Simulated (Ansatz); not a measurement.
Geometry relaxation, with input and output: Cd15Te16 (charge −2) (part 2 of 3)

Cd15Te16 (defect cell, 31 atoms in the cell, total charge −2); DFT PBE, scalar-relativistic, plane waves, PAW, spin-polarised (Ansatz 0.2.0); cutoff 420 eV, 2×2×2 k-mesh, Gaussian smearing of 0.02 eV, collinear spins. The structure derives from a Materials Project entry. It belongs to a series of runs on one base structure; here: V_Cd, charge -2, atoms relaxed at the host's cell.

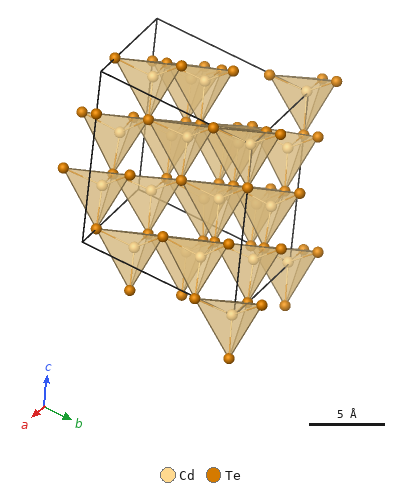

The geometry at step 3 of the log (polyhedral view of the cell of the calculation, seen slightly off an axis; polyhedra are completed across the faces of the cell).

## Output, continued
```
--- Forces (eV/Å), atoms counted from 1 ---
  atom   1  Cd     0.00749319     0.00526677     0.00606355
  atom   2  Cd     0.00018597    -0.00045842    -0.00071330
  atom   3  Cd     0.00034920     0.00056068     0.00089342
  atom   4  Cd    -0.00743626    -0.00322093     0.00742267
  atom   5  Cd     0.00476606     0.00753114     0.00683977
  atom   6  Cd    -0.00876022     0.00595328    -0.00460869
  atom   7  Cd    -0.00353835     0.00929210    -0.00644286
  atom   8  Cd    -0.00692041    -0.00497225     0.00715479
  atom   9  Cd     0.00645385    -0.00433250    -0.00764484
  atom  10  Cd    -0.00220495    -0.00822774     0.00622995
  atom  11  Cd     0.00487146    -0.00554363    -0.00852047
  atom  12  Cd    -0.00031976    -0.00082014     0.00063144
  atom  13  Cd    -0.00561913     0.00654590    -0.00590901
  atom  14  Cd     0.00924431     0.00247705     0.00491046
  atom  15  Cd    -0.00002030    -0.00841169    -0.00931528
  atom  16  Te    -0.00033787    -0.00282560    -0.00653570
  atom  17  Te    -0.00187658    -0.00806840    -0.00294911
  atom  18  Te     0.00605693     0.00443257    -0.00252531
  atom  19  Te    -0.00185391    -0.00228628     0.00504217
  atom  20  Te    -0.00360724     0.00368288     0.00230006
  atom  21  Te    -0.00093656     0.00005124    -0.00471646
  atom  22  Te     0.00027738    -0.00246938     0.00744678
  atom  23  Te    -0.00095868     0.00146303    -0.00732267
  atom  24  Te     0.00102064     0.00183789    -0.00668836
  atom  25  Te     0.00062269     0.00072781    -0.00207138
  atom  26  Te     0.00162742    -0.00431569     0.00396912
  atom  27  Te     0.00216207     0.00321427     0.00555065
  atom  28  Te    -0.00194626    -0.00031944     0.00415640
  atom  29  Te    -0.00103820     0.00225244     0.00501967
  atom  30  Te     0.00221129    -0.00125886    -0.00527100
  atom  31  Te     0.00003215     0.00224179     0.00760377
  max |Σ_I F_I| component: 2.54e-7 eV/Å
--- Charged-cell corrections in eV (Makov–Payne, q = -2.000 e, ε = 12.612) ---
  F (periodic)     = -235496.032946  (uncorrected; the corrections below are reported, never added to it)
  E_corr1          = +0.627639  (monopole, q²α_M/2εL)
  F Makov-Payne    = -235495.405307  (F + E_corr1; no measured alignment; for a localised charge, not one spread in a band: unchecked)
  no potential alignment in this run, which stands beside a crystal: run the host's input off ansatz write-host-input, and read the two finished runs by ansatz place-levels (neither reads a slab, a wire or a sheet, whose cell leaves a vacuum)
--- Band table (eV; the first three rows and the last of 8) ---
  k-point 0 ↑: bands = ["-95.8377", "-95.8374", "-95.8373", "-95.7473", "-95.7471", "-95.7471", "-95.7471", "-95.7471", "-95.7471", "-95.7470", ... 126 levels left out ..., "-29.2859", "-29.2855", "-29.2854", "-29.2849", "-4.3721", "-4.3718", "-4.3716", "-4.2982", "-4.1726", "-4.1723", "-4.1722", "-4.1716", "-4.1714", "-4.1703", "-4.1702", "-4.1701", "-3.9881", "-3.8797", "-3.8795", "-3.8792", "-1.8433", "-1.8432", "-1.8432", "-1.8403", "-1.8402", "-1.8317", "-1.8316", "-1.8314", "-1.8156",
      "-1.7937", "-1.7936", "-1.7935", "-1.7837", "-1.7837", "-1.7836", "-1.7756", "-1.7755", "-1.7703", "-1.7702", "-1.7702", "-1.7680", "-1.7680", "-1.7679", "-1.7470", "-1.7467", "-1.7377", "-1.7375", "-1.7374", "-1.7331", "-1.7161", "-1.7160", "-1.7159", "-1.7148", "-1.7145", "-1.7145", "-1.6874", "-1.6873", "-1.6873", "-1.6689", "-1.6554", "-1.6554", "-1.6549", "-1.6549", "-1.6549", "-1.6498", "-1.6498", "-1.6497", "-1.6487", "-1.6486",
      "-1.6485", "-1.6456", "-1.6274", "-1.6273", "-1.6272", "-1.6232", "-1.6232", "-1.6229", "-1.6228", "-1.6227", "-1.6216", "-1.6186", "-1.6185", "-1.6185", "-1.3442", "-1.3441", "-1.3440", "-1.3335", "-1.3333", "-1.3212", "-1.3211", "-1.3211", "-1.2968", "-1.2967", "-1.2966", "-1.2466", "2.4398", "2.4401", "2.4404", "2.4936", "2.4938", "2.4939", "2.5006", "2.5011", "2.5162", "2.5167", "2.5169", "3.2074", "3.6837", "3.6840",
      "3.6847", "4.2219", "4.3624", "4.3627", "4.3833", "4.3841", "4.3845", "4.4357", "4.4363", "4.4366", "4.5164", "4.5172", "4.5175", "4.9488", "4.9927", "4.9931", "4.9933", "5.0245", "5.0248", "5.0645", "5.1104", "5.1109", "5.1111", "5.3413", "5.3416", "5.3420", "5.8715", "5.8719", "5.8721", "5.8740", "5.8742", "6.1015", "6.1018", "6.1022", "8.1242", "8.1248", "8.1251", "8.3720", "8.9759", "8.9765",
      "9.0881", "9.0885", "9.0889", "9.1737", "9.1739", "9.1743", "9.2340", "9.2342", "9.2346", "9.9823", "10.4578", "10.4591", "10.4598", "10.6208", "10.6211", "10.6217", "10.6893", "10.6894", "10.7676", "10.7679", "10.7684", "11.3086", "11.3089", "11.3964", "11.3969", "11.3972", "11.3977", "11.4173", "11.4178", "11.4181", "11.7439", "11.7442", "11.7446", "12.2859", "12.2866", "12.2871", "12.2958", "12.2961", "12.2965", "12.3529",
      "12.3737", "12.3741", "12.4949", "12.4952", "12.4953", "12.7440", "12.7666", "12.7670", "12.7675", "12.8793", "12.8796"]
  k-point 1 ↑: bands = ["-95.8377", "-95.8374", "-95.8373", "-95.7473", "-95.7471", "-95.7471", "-95.7471", "-95.7471", "-95.7471", "-95.7470", ... 126 levels left out ..., "-29.2859", "-29.2855", "-29.2854", "-29.2849", "-4.4569", "-4.3000", "-4.2784", "-4.2782", "-4.2602", "-4.2085", "-4.1969", "-4.1967", "-4.1858", "-4.1501", "-4.1351", "-4.1350", "-3.9990", "-3.8787", "-3.8759", "-3.8756", "-1.8478", "-1.8478", "-1.8381", "-1.8358", "-1.8357", "-1.8342", "-1.8277", "-1.8212", "-1.8211",
      "-1.8001", "-1.7999", "-1.7852", "-1.7852", "-1.7837", "-1.7810", "-1.7776", "-1.7751", "-1.7751", "-1.7730", "-1.7705", "-1.7705", "-1.7647", "-1.7627", "-1.7598", "-1.7579", "-1.7542", "-1.7542", "-1.7502", "-1.7381", "-1.7226", "-1.7197", "-1.7197", "-1.7173", "-1.7030", "-1.7025", "-1.6953", "-1.6833", "-1.6716", "-1.6716", "-1.6643", "-1.6562", "-1.6545", "-1.6545", "-1.6505", "-1.6447", "-1.6417", "-1.6379", "-1.6361", "-1.6360",
      "-1.6331", "-1.6331", "-1.6330", "-1.6296", "-1.6294", "-1.6293", "-1.6213", "-1.6209", "-1.6209", "-1.6175", "-1.6143", "-1.5738", "-1.5737", "-1.5581", "-1.5393", "-1.4120", "-1.4043", "-1.4042", "-1.3966", "-1.3216", "-1.2659", "-1.2659", "-1.2636", "-1.2428", "-1.2248", "-1.2248", "2.3219", "2.3498", "2.4317", "2.4513", "2.4632", "2.4634", "2.4741", "2.5062", "2.5063", "2.6308", "2.9778", "3.3284", "3.3476", "3.3478",
      "4.0036", "4.0448", "4.0794", "4.0796", "4.2465", "4.3769", "4.4839", "4.4983", "4.4984", "4.7943", "4.7945", "4.8940", "4.9128", "4.9462", "4.9465", "4.9492", "4.9666", "4.9668", "4.9845", "5.0050", "5.1221", "5.1222", "5.2034", "5.3944", "5.4616", "5.5617", "5.5774", "5.5776", "5.6472", "5.7288", "5.7290", "5.8185", "6.0642", "6.0645", "8.1313", "8.6258", "8.6260", "8.6415", "8.7112", "8.8871",
      "9.0629", "9.1671", "9.1673", "9.1983", "9.3409", "9.3758", "9.5966", "9.6143", "9.6146", "9.6355", "9.7206", "9.7210", "10.1936", "10.3098", "10.3383", "10.3386", "10.3698", "10.8927", "11.0111", "11.0799", "11.0806", "11.1799", "11.2280", "11.2283", "11.2495", "11.4197", "11.4198", "11.5133", "11.6145", "11.6148", "11.6434", "11.6483", "11.7053", "11.7058", "11.7301", "11.7448", "11.7805", "12.1151", "12.1154", "12.1331",
      "12.3943", "12.3945", "12.3994", "12.7316", "12.8859", "12.8860", "13.0941", "13.3890", "13.5364", "13.5652", "13.5653"]
  k-point 2 ↑: bands = ["-95.8377", "-95.8374", "-95.8373", "-95.7473", "-95.7471", "-95.7471", "-95.7471", "-95.7471", "-95.7471", "-95.7470", ... 126 levels left out ..., "-29.2859", "-29.2855", "-29.2854", "-29.2849", "-4.4569", "-4.3002", "-4.2784", "-4.2781", "-4.2601", "-4.2085", "-4.1970", "-4.1967", "-4.1856", "-4.1502", "-4.1352", "-4.1350", "-3.9990", "-3.8785", "-3.8760", "-3.8756", "-1.8479", "-1.8477", "-1.8380", "-1.8358", "-1.8355", "-1.8343", "-1.8276", "-1.8213", "-1.8212",
      "-1.8000", "-1.7999", "-1.7853", "-1.7852", "-1.7840", "-1.7808", "-1.7776", "-1.7751", "-1.7750", "-1.7732", "-1.7706", "-1.7704", "-1.7645", "-1.7628", "-1.7598", "-1.7578", "-1.7543", "-1.7542", "-1.7500", "-1.7383", "-1.7228", "-1.7197", "-1.7197", "-1.7172", "-1.7030", "-1.7024", "-1.6954", "-1.6833", "-1.6716", "-1.6716", "-1.6642", "-1.6562", "-1.6545", "-1.6545", "-1.6505", "-1.6448", "-1.6416", "-1.6379", "-1.6361", "-1.6360",
      "-1.6332", "-1.6331", "-1.6330", "-1.6295", "-1.6294", "-1.6293", "-1.6213", "-1.6209", "-1.6209", "-1.6175", "-1.6143", "-1.5738", "-1.5736", "-1.5581", "-1.5393", "-1.4119", "-1.4043", "-1.4042", "-1.3966", "-1.3217", "-1.2659", "-1.2659", "-1.2637", "-1.2428", "-1.2248", "-1.2247", "2.3222", "2.3497", "2.4317", "2.4511", "2.4631", "2.4634", "2.4743", "2.5062", "2.5063", "2.6309", "2.9769", "3.3291", "3.3476", "3.3478",
      "4.0040", "4.0444", "4.0793", "4.0798", "4.2464", "4.3769", "4.4841", "4.4984", "4.4986", "4.7942", "4.7949", "4.8942", "4.9124", "4.9460", "4.9468", "4.9495", "4.9664", "4.9670", "4.9840", "5.0047", "5.1215", "5.1220", "5.2030", "5.3943", "5.4621", "5.5616", "5.5774", "5.5778", "5.6473", "5.7285", "5.7293", "5.8186", "6.0642", "6.0646", "8.1315", "8.6256", "8.6261", "8.6416", "8.7116", "8.8872",
      "9.0620", "9.1669", "9.1678", "9.1975", "9.3415", "9.3761", "9.5972", "9.6140", "9.6151", "9.6354", "9.7198", "9.7211", "10.1939", "10.3099", "10.3378", "10.3386", "10.3696", "10.8920", "11.0116", "11.0793", "11.0811", "11.1798", "11.2280", "11.2288", "11.2493", "11.4193", "11.4197", "11.5133", "11.6143", "11.6152", "11.6440", "11.6491", "11.7051", "11.7059", "11.7300", "11.7454", "11.7798", "12.1149", "12.1159", "12.1331",
      "12.3941", "12.3944", "12.3994", "12.7319", "12.8855", "12.8858", "13.0935", "13.3886", "13.5364", "13.5653", "13.5656"]
  k-point 3 ↓: bands = ["-95.8377", "-95.8374", "-95.8373", "-95.7473", "-95.7471", "-95.7471", "-95.7471", "-95.7471", "-95.7471", "-95.7470", ... 126 levels left out ..., "-29.2859", "-29.2855", "-29.2854", "-29.2849", "-4.4569", "-4.3004", "-4.2783", "-4.2782", "-4.2600", "-4.2085", "-4.1969", "-4.1968", "-4.1855", "-4.1503", "-4.1351", "-4.1350", "-3.9990", "-3.8785", "-3.8760", "-3.8757", "-1.8478", "-1.8477", "-1.8380", "-1.8357", "-1.8356", "-1.8344", "-1.8276", "-1.8213", "-1.8213",
      "-1.8000", "-1.7999", "-1.7853", "-1.7852", "-1.7841", "-1.7808", "-1.7776", "-1.7750", "-1.7750", "-1.7733", "-1.7706", "-1.7705", "-1.7645", "-1.7628", "-1.7597", "-1.7578", "-1.7543", "-1.7542", "-1.7500", "-1.7383", "-1.7228", "-1.7197", "-1.7197", "-1.7171", "-1.7030", "-1.7024", "-1.6954", "-1.6833", "-1.6716", "-1.6716", "-1.6642", "-1.6563", "-1.6545", "-1.6545", "-1.6505", "-1.6448", "-1.6416", "-1.6379", "-1.6360", "-1.6360",
      "-1.6332", "-1.6331", "-1.6330", "-1.6295", "-1.6294", "-1.6293", "-1.6213", "-1.6209", "-1.6209", "-1.6175", "-1.6143", "-1.5737", "-1.5736", "-1.5581", "-1.5393", "-1.4119", "-1.4043", "-1.4042", "-1.3966", "-1.3217", "-1.2659", "-1.2659", "-1.2637", "-1.2428", "-1.2248", "-1.2247", "2.3224", "2.3496", "2.4317", "2.4510", "2.4631", "2.4634", "2.4744", "2.5062", "2.5063", "2.6309", "2.9766", "3.3293", "3.3476", "3.3477",
      "4.0041", "4.0443", "4.0794", "4.0797", "4.2463", "4.3769", "4.4842", "4.4985", "4.4987", "4.7943", "4.7948", "4.8942", "4.9123", "4.9462", "4.9467", "4.9496", "4.9665", "4.9669", "4.9838", "5.0046", "5.1214", "5.1218", "5.2029", "5.3943", "5.4623", "5.5616", "5.5775", "5.5778", "5.6473", "5.7286", "5.7292", "5.8186", "6.0642", "6.0645", "8.1316", "8.6256", "8.6260", "8.6416", "8.7117", "8.8872",
      "9.0617", "9.1671", "9.1677", "9.1972", "9.3417", "9.3762", "9.5973", "9.6142", "9.6150", "9.6353", "9.7199", "9.7208", "10.1938", "10.3101", "10.3378", "10.3384", "10.3695", "10.8919", "11.0117", "11.0795", "11.0809", "11.1798", "11.2282", "11.2288", "11.2492", "11.4191", "11.4195", "11.5133", "11.6144", "11.6151", "11.6443", "11.6495", "11.7053", "11.7057", "11.7300", "11.7455", "11.7796", "12.1152", "12.1158", "12.1331",
      "12.3941", "12.3943", "12.3994", "12.7319", "12.8854", "12.8856", "13.0933", "13.3884", "13.5364", "13.5654", "13.5656"]
--- Relaxed structure (3 steps of the walk, 3 accepted, 0 SCFs on fresh bases) ---
  F+E_penalty+E_count = -235496.03294617 eV   max|allowed force component| = 9.315e-3 eV/Å
  atoms:
    - { symbol: Cd, position: [0.48769268048479, 0.49672613099786095, 0.0002839935238793745] }
    - { symbol: Cd, position: [0.7504227590418238, 0.2503402621975408, 0.00024224114503643146] }
    - { symbol: Cd, position: [0.7504416691739422, 0.7503494926139321, 0.5002825846616328] }
    - { symbol: Cd, position: [-0.0030926018745856543, 0.7503792833862873, 0.23759224049443123] }
    - { symbol: Cd, position: [0.2504106493443821, 0.4969056764736181, 0.23775434052223254] }
    - { symbol: Cd, position: [0.5038077992422452, 0.24117798897062004, 0.25360667439878515] }
    - { symbol: Cd, position: [0.7411884168586105, 0.0037317159297828584, 0.2536522580136563] }
    - { symbol: Cd, position: [-0.003182949062836664, -0.012339564744045801, 0.0002036871302461404] }
    - { symbol: Cd, position: [0.48772856633272443, 0.7502010899057445, 0.7466989679888598] }
    - { symbol: Cd, position: [0.7595908300158388, 0.5129643779193764, 0.7629071069921796] }
    - { symbol: Cd, position: [0.01293221758784447, 0.5128145173762715, 0.5093110878153148] }
    - { symbol: Cd, position: [0.2504232413823034, 0.25031887738845454, 0.5002876241377532] }
    - { symbol: Cd, position: [0.5039198714047051, 0.0038865024611260705, 0.49104107211315656] }
    - { symbol: Cd, position: [0.013111128908646408, 0.25954735562589104, 0.7629982356905967] }
    - { symbol: Cd, position: [0.25029612279637625, -0.012584559781951832, 0.7466586227289871] }
    - { symbol: Te, position: [0.2503894611626921, 0.5198448771088242, 0.00038326227526194745] }
    - { symbol: Te, position: [0.4986536120915189, 0.24844658835376354, 0.00020959294127706474] }
    - { symbol: Te, position: [0.7485545456993883, -0.0014079360736192759, 0.00021899824327581419] }
    - { symbol: Te, position: [0.7521400502125308, 0.500287306612439, 0.5019094926667756] }
    - { symbol: Te, position: [0.0020974296802197395, 0.5020800032049646, 0.2502064412098124] }
    - { symbol: Te, position: [0.25028382184271614, 0.24854363349925696, 0.2484994221590905] }
    - { symbol: Te, position: [0.48092558032568583, -0.019132780753425366, 0.23065852570436715] }
    - { symbol: Te, position: [0.7485616793903971, 0.7501599845478729, 0.24845709304655716] }
    - { symbol: Te, position: [0.01988015825044165, 0.750290070577345, 0.0002342890840871248] }
    - { symbol: Te, position: [0.5004325795619242, 0.5019960898635345, 0.7520316345831732] }
    - { symbol: Te, position: [0.7522212450856235, 0.25208718374327144, 0.750266680791778] }
    - { symbol: Te, position: [0.00035571991646657364, 0.2520330626306032, 0.5019110766762303] }
    - { symbol: Te, position: [0.2504763864158967, -0.0013993247489721, 0.49855694742957596] }
    - { symbol: Te, position: [0.498749983461224, 0.7504508788169967, 0.4985559820437029] }
    - { symbol: Te, position: [0.0021096323472860057, 0.0003456221173953611, 0.7520490156714965] }
    - { symbol: Te, position: [0.2504051220191764, 0.7502264604792389, 0.769732544216789] }
--- Löwdin populations: 31 sites ---
  site symbol       q [e]    m [muB]
     0     Cd     18.9073     0.0000
     1     Cd     18.9000     0.0000
     2     Cd     18.9002    -0.0000
     3     Cd     18.9073     0.0000
     4     Cd     18.9072     0.0000
     5     Cd     18.9072     0.0000
     6     Cd     18.9072     0.0000
     7     Cd     18.9073     0.0000
     8     Cd     18.9073     0.0000
     9     Cd     18.9072     0.0000
    10     Cd     18.9072     0.0000
    11     Cd     18.9002    -0.0000
    12     Cd     18.9073     0.0000
    13     Cd     18.9073     0.0000
    14     Cd     18.9074    -0.0000
    15     Te     16.8729    -0.0000
    16     Te     16.9641     0.0000
    17     Te     16.9641     0.0000
    18     Te     16.9641     0.0000
    19     Te     16.9641     0.0000
    20     Te     16.9641     0.0000
    21     Te     16.8731    -0.0000
    22     Te     16.9640     0.0000
    23     Te     16.8729    -0.0000
    24     Te     16.9640     0.0000
    25     Te     16.9640     0.0000
    26     Te     16.9641     0.0000
    27     Te     16.9640     0.0000
    28     Te     16.9640     0.0000
    29     Te     16.9640     0.0000
    30     Te     16.8729    -0.0000
  spilling = 0.006008 (of n_electrons = 558.000000)
```
